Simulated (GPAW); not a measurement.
# zigzag Ru chain, bond 2.823 A: a ladder in the smearing, part 2 of 2

Two starts of zigzag Ru chain, bond 2.823 A are run at each rung of the smearing. Which rung is enough?

GPAW 26.7.0; PBE; plane waves with GPAW's PAW setups, scalar-relativistic.

So far, largest spin moment in the augmentation sphere (μB): step 2 (rung 1 (width 0.4 eV), start ferro ++) 1.86; step 4 (smearing width 0.2 eV) 2.45; step 5 (antiferromagnetic, smearing width 0.2 eV, start moments [1.5 …) 1.91; step 6 (smearing width 0.1 eV) 2.56; step 7 (antiferromagnetic, smearing width 0.1 eV, start moments [1.5 …) 1.97.

## 8. Rung 4 (width 0.05 eV), start ferro ++

The input, order1.py:

```python
import json
import numpy as np
from ase import Atoms
from ase.parallel import paropen, parprint
from gpaw import GPAW

atoms = Atoms(['Ru', 'Ru'],
    cell=[[12.0, 0.0, 0.0],
         [0.0, 12.0, 0.0],
         [0.0, 0.0, 3.3876]],
    scaled_positions=[[0.4059, 0.5, 0.0],
         [0.5941, 0.5, 0.5]],
    pbc=True,
    magmoms=[1.5, 1.5])
atoms.calc = GPAW(mode={'name': 'pw', 'ecut': 550},
    xc='PBE',
    kpts={'size': (1, 1, 8), 'gamma': True},
    occupations={'name': 'fermi-dirac', 'width': 0.05},
    convergence={'density': 1e-05, 'energy': 1e-05},
    maxiter=200,
    symmetry={'tolerance': 1e-4},
    txt='order1.txt')
e = atoms.get_potential_energy(force_consistent=True)
res = {'free_energy': e, 'energy_sigma0': atoms.get_potential_energy(), 'fermi_energy': atoms.calc.get_fermi_level()}
res['moments'] = atoms.get_magnetic_moments().tolist()
res['total'] = atoms.get_magnetic_moment()
parprint('site moments (muB):', np.round(res['moments'], 3))
parprint(f"total moment: {res['total']:.3f} muB")
parprint(f'free energy: {e:.6f} eV')
atoms.calc.write('order1.gpw')
with paropen('results.json', 'w') as f:
    json.dump(res, f)
```

Run with:

```
OMP_NUM_THREADS=1 python3 order1.py > order1.log
```

What it wrote:

```text
site moments (muB): [2.58 2.58]
total moment: 6.073 muB
free energy: -10.400945 eV

--- order1.txt ---
Input parameters:
  mode=PW(ecut=550),
  convergence={'density': 1e-05, 'energy': 1e-05},
  kpts=MonkhorstPack(size=(1, 1, 8), gamma=True),
  maxiter=200,
  occupations=Occupations(name='fermi-dirac', width=0.05),
  symmetry=Symmetry(tolerance=0.0001),
  xc=XC(name='PBE')

Diagonalizing LCAO Hamiltonian
[...]
|         11 |        -5.406 |     1.000 |        -3.875 |     1.000 |
|         12 |        -5.166 |     1.000 |        -3.328 |     0.993 |
[...]
|         21 |        -0.704 |     0.000 |        -0.159 |     0.000 |
|         22 |         0.698 |     0.000 |         0.991 |     0.000 |
|         23 |         0.842 |     0.000 |         1.332 |     0.000 |
|         24 |         1.573 |     0.000 |         1.836 |     0.000 |

No gap
No difference between direct/indirect transitions


[key lines of the parts left out:]
Free energy:     -10.400945
Converged in 18 steps
dipole moment: (0.000003, 0.000002, -11.623815)  # |e|*Ang
Fermi level: -3.083
```

Wall time 84 s (1 MPI rank of Intel Xeon Platinum 8488C (Sapphire Rapids), shared host); peak memory 0.46 GiB.

This step gave:

- magnetization: 6.073 μB
- final state: ferromagnetic
- largest moment: 2.580 μB

The largest moment moves by +0.02 μB from rung 3, at 1.2 times its CPU time.

## 9. Rung 4 (width 0.05 eV), start antiferro +-

The input, order2.py:

```python
import json
import numpy as np
from ase import Atoms
from ase.parallel import paropen, parprint
from gpaw import GPAW

atoms = Atoms(['Ru', 'Ru'],
    cell=[[12.0, 0.0, 0.0],
         [0.0, 12.0, 0.0],
         [0.0, 0.0, 3.3876]],
    scaled_positions=[[0.4059, 0.5, 0.0],
         [0.5941, 0.5, 0.5]],
    pbc=True,
    magmoms=[1.5, -1.5])
atoms.calc = GPAW(mode={'name': 'pw', 'ecut': 550},
    xc='PBE',
    kpts={'size': (1, 1, 8), 'gamma': True},
    occupations={'name': 'fermi-dirac', 'width': 0.05},
    convergence={'density': 1e-05, 'energy': 1e-05},
    maxiter=200,
    symmetry={'tolerance': 1e-4},
    txt='order2.txt')
e = atoms.get_potential_energy(force_consistent=True)
res = {'free_energy': e, 'energy_sigma0': atoms.get_potential_energy(), 'fermi_energy': atoms.calc.get_fermi_level()}
res['moments'] = atoms.get_magnetic_moments().tolist()
res['total'] = atoms.get_magnetic_moment()
parprint('site moments (muB):', np.round(res['moments'], 3))
parprint(f"total moment: {res['total']:.3f} muB")
parprint(f'free energy: {e:.6f} eV')
atoms.calc.write('order2.gpw')
with paropen('results.json', 'w') as f:
    json.dump(res, f)
```

Run with:

```
OMP_NUM_THREADS=1 python3 order2.py > order2.log
```

What it wrote:

```text
site moments (muB): [ 1.96 -1.96]
total moment: 0.000 muB
free energy: -9.710405 eV

--- order2.txt ---
Input parameters:
  mode=PW(ecut=550),
  convergence={'density': 1e-05, 'energy': 1e-05},
  kpts=MonkhorstPack(size=(1, 1, 8), gamma=True),
  maxiter=200,
  occupations=Occupations(name='fermi-dirac', width=0.05),
  symmetry=Symmetry(tolerance=0.0001),
  xc=XC(name='PBE')

Diagonalizing LCAO Hamiltonian
[...]
|         20 |        -1.087 |     0.000 |        -1.087 |     0.000 |
|         21 |        -0.398 |     0.000 |        -0.398 |     0.000 |
|         22 |         0.940 |     0.000 |         0.940 |     0.000 |
|         23 |         1.073 |     0.000 |         1.073 |     0.000 |

Gap: 0.047 eV
Transition (v -> c):
  (s=1, k=3, n=15, [0.00, 0.00, 0.38]) -> (s=0, k=2, n=16, [0.00, 0.00, 0.25])
Direct/indirect transitions are different
Direct gap: 0.068 eV
Transition at: (s=1, k=3, n=15, [0.00, 0.00, 0.38])


[key lines of the parts left out:]
Free energy:      -9.710405
Converged in 21 steps
dipole moment: (0.000002, 0.000002, -11.611310)  # |e|*Ang
Fermi level: -2.979
```

It took 92 s on 1 MPI rank; peak memory 0.46 GiB.

This step gave:

```
magnetization  : 0 μB
final state    : antiferromagnetic
largest moment : 1.960 μB
```

This start lies +345.3 meV a seeded atom from the first, a change of +28.7 meV since rung 3; its largest moment is 1.96 μB.

## 10. Rung 5 (width 0.02 eV), start ferro ++

order1.py is the script of step 8 with these lines changed:

```diff
@@ -17,3 +17,3 @@
     kpts={'size': (1, 1, 8), 'gamma': True},
-    occupations={'name': 'fermi-dirac', 'width': 0.05},
+    occupations={'name': 'fermi-dirac', 'width': 0.02},
     convergence={'density': 1e-05, 'energy': 1e-05},
```

Run with:

```
OMP_NUM_THREADS=1 python3 order1.py > order1.log
```

What it wrote:

```text
site moments (muB): [2.569 2.569]
total moment: 6.037 muB
free energy: -10.386900 eV

--- order1.txt ---
Input parameters:
  mode=PW(ecut=550),
  convergence={'density': 1e-05, 'energy': 1e-05},
  kpts=MonkhorstPack(size=(1, 1, 8), gamma=True),
  maxiter=200,
  occupations=Occupations(name='fermi-dirac', width=0.02),
  symmetry=Symmetry(tolerance=0.0001),
  xc=XC(name='PBE')

Diagonalizing LCAO Hamiltonian
[...]
|         11 |        -5.384 |     1.000 |        -3.848 |     1.000 |
|         12 |        -5.129 |     1.000 |        -3.297 |     1.000 |
[...]
|         21 |        -0.699 |     0.000 |        -0.165 |     0.000 |
|         22 |         0.712 |     0.000 |         0.991 |     0.000 |
|         23 |         0.848 |     0.000 |         1.332 |     0.000 |
|         24 |         1.575 |     0.000 |         1.832 |     0.000 |

No gap
No difference between direct/indirect transitions


[key lines of the parts left out:]
Free energy:     -10.386900
Converged in 19 steps
dipole moment: (0.000003, 0.000002, -11.621815)  # |e|*Ang
Fermi level: -3.046
```

Wall time 84 s (1 MPI rank); peak memory 0.46 GiB.

Numbers from this step:

```
magnetization  : 6.037 μB
final state    : ferromagnetic
largest moment : 2.569 μB
```

The largest moment moves by -0.01 μB from rung 4, at 1.0 times its CPU time.

## 11. Rung 5 (width 0.02 eV), start antiferro +-

order2.py is the script of step 9 with these lines changed:

```diff
@@ -17,3 +17,3 @@
     kpts={'size': (1, 1, 8), 'gamma': True},
-    occupations={'name': 'fermi-dirac', 'width': 0.05},
+    occupations={'name': 'fermi-dirac', 'width': 0.02},
     convergence={'density': 1e-05, 'energy': 1e-05},
```

Run with:

```
OMP_NUM_THREADS=1 python3 order2.py > order2.log
```

What it wrote:

```text
site moments (muB): [ 1.932 -1.93 ]
total moment: 0.002 muB
free energy: -9.680528 eV

--- order2.txt ---
Input parameters:
  mode=PW(ecut=550),
  convergence={'density': 1e-05, 'energy': 1e-05},
  kpts=MonkhorstPack(size=(1, 1, 8), gamma=True),
  maxiter=200,
  occupations=Occupations(name='fermi-dirac', width=0.02),
  symmetry=Symmetry(tolerance=0.0001),
  xc=XC(name='PBE')

Diagonalizing LCAO Hamiltonian
[...]
|         20 |        -1.075 |     0.000 |        -1.075 |     0.000 |
|         21 |        -0.393 |     0.000 |        -0.392 |     0.000 |
|         22 |         0.943 |     0.000 |         0.943 |     0.000 |
|         23 |         1.082 |     0.000 |         1.083 |     0.000 |

Gap: 0.058 eV
Transition (v -> c):
  (s=1, k=3, n=15, [0.00, 0.00, 0.38]) -> (s=0, k=3, n=16, [0.00, 0.00, 0.38])
No difference between direct/indirect transitions


[key lines of the parts left out:]
Free energy:      -9.680528
Converged in 70 steps
dipole moment: (-0.000032, 0.000002, -11.607755)  # |e|*Ang
Fermi level: -2.947
```

Elapsed: 3.5 min, on 1 MPI rank; peak memory 0.46 GiB.

This step gave:

```yaml
magnetization: 0 μB
final_state: antiferromagnetic
largest_moment: 1.932 μB
```

This start lies +353.2 meV a seeded atom from the first, a change of +7.9 meV since rung 4; its largest moment is 1.93 μB.

## 12. The rungs together

Ladder, by row:

| rung | smearing (eV) | state from the first start | state from the second start | second less first (meV a seeded atom) | moment, first (μB) | moment, second (μB) | CPU time (s) |
| --- | --- | --- | --- | --- | --- | --- | --- |
| 1 | 0.4 | ferromagnetic | antiferromagnetic | 34.02 | 1.862 | 1.521 | 160 |
| 2 | 0.2 | ferromagnetic | antiferromagnetic | 214.6 | 2.447 | 1.906 | 154.3 |
| 3 | 0.1 | ferromagnetic | antiferromagnetic | 316.6 | 2.563 | 1.97 | 157.1 |
| 4 | 0.05 | ferromagnetic | antiferromagnetic | 345.3 | 2.58 | 1.96 | 175.1 |
| 5 | 0.02 | ferromagnetic | antiferromagnetic | 353.2 | 2.569 | 1.932 | 294.2 |

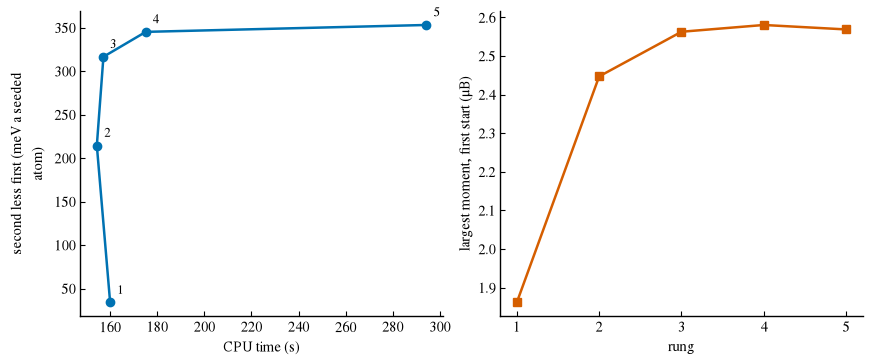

Result against cost, rungs numbered as in the table, and the moment by rung.

## 13. Outcome

```
range of the moment in the table, first start            : 1.86 to 2.58 μB
range of CPU time                                        : 2.6 min to 4.9 min
range of the energy difference                           : 34.0 to 353 meV a seeded atom
first rung from which all stay within 18 meV of the last : 4
```

What this shows: From rung 4 on the result stays within 7.9 meV of the last rung, inside the margin of 18 meV set for it, at 60 % of the last rung's cost. The first start ends lower on every rung of the table; whether functional and cell give the true order is another question. The mesh stays the same, and a narrow smearing needs a finer one, so the last rung is no sure reference.

[Logs and program files are shortened in this print: banners, set-up blocks, solver, clock and traceback lines can be left out without a mark of their own.]

[Logs are printed without paths, hosts, clocks, repeated set-up lines and the standing remarks that a program may print on its own settings, such as how far it seeks lower states.]

[Hosts, paths, dates, database ids (printed as entryN), source tags and the programs' standing remarks are cut or masked in the printed files.]

[Where a cell is said to come from a database of computed structures, the database is the Materials Project.]
